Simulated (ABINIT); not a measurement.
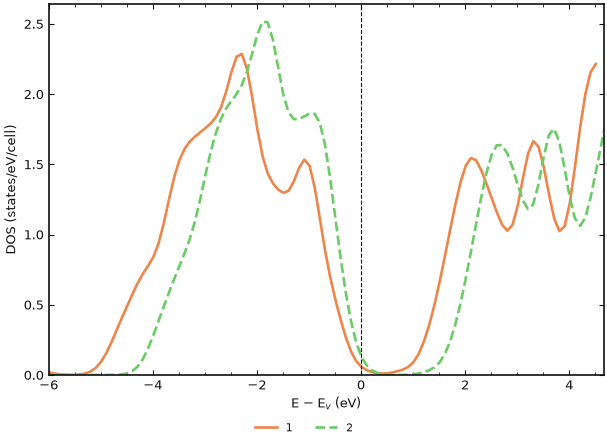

Total densities of states of rocksalt PbSe, space group Fm-3m (No. 225), 2 atoms in the primitive cell (cubic a = 6.121 Å), by two methods on the same cell. The DOS curves are built from the levels of the k mesh with Gaussians 0.55 eV wide, which also blur the band edges; ripples of that width can come from the mesh. Each is counted from its own valence-band top.

### Which curve is which? The methods: TB-mBJ, HLE16.

1 is TB-mBJ; 2 is HLE16. TB-mBJ gives a gap of 0.82 eV and HLE16 gives a gap of 1.42 eV.

Settings. TB-mBJ: JTH PAW LDA v2.0, no spin polarisation, no spin-orbit coupling, 8×8×8 k mesh, 707 eV cutoff, Fermi-Dirac smearing of 0.05 eV (ABINIT 10.8.3 (patched build)). HLE16: JTH PAW PBE v2.0, no spin polarisation, no spin-orbit coupling, 8×8×8 k mesh, 463 eV cutoff, Fermi-Dirac smearing of 0.05 eV (ABINIT 10.8.3 (patched build)).

Gaps are the smallest over all k points computed. Spin-orbit coupling is left out, which matters for Pb and Se. TB-mBJ: the constant c of TB-mBJ comes from the pseudo density here, which moves gaps by up to 0.3 eV between sets of potentials. TB-mBJ: the PAW data sets were made with another functional. HLE16: the potentials were made for a functional far from this one. HLE16: the potentials were made for another functional.
